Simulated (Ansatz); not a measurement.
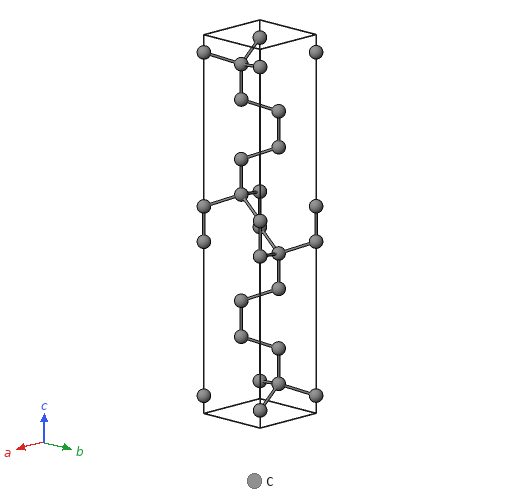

C, space group P6_3/mmc (No. 194), a = 2.509 Å, b = 2.509 Å, c = 16.472 Å, α = 90.00°, β = 90.00°, γ = 120.00°

| site | Wyckoff | x | y | z |
| --- | --- | --- | --- | --- |
| C1 | 4e | 0.0000 | 0.0000 | 0.9533 |
| C2 | 4f | 0.6667 | 0.3333 | 0.2974 |
| C3 | 4f | 0.3333 | 0.6667 | 0.0779 |
| C4 | 4f | 0.3333 | 0.6667 | 0.3288 |

Source: the end point of a relaxation with Ansatz, DFT PBEsol, scalar-relativistic, plane waves, PAW.

### How is the cell volume shared among the sites in a plain Voronoi partition?

| site | faces above 1 % of the sphere | volume (Å³) | solid angle by neighbour (%) |
| --- | --- | --- | --- |
| C1 | 4 | 5.59 | C 100 |
| C2 | 10 | 5.71 | C 100 |
| C3 | 10 | 5.59 | C 100 |
| C4 | 11 | 5.55 | C 100 |

Weighted by multiplicity the volumes add up to the cell volume, 89.8 Å³.

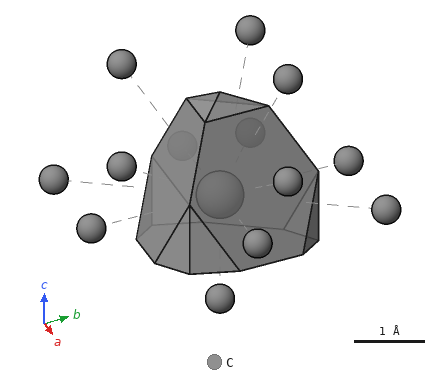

The computed Voronoi cell of C2, with the neighbours that bound it.
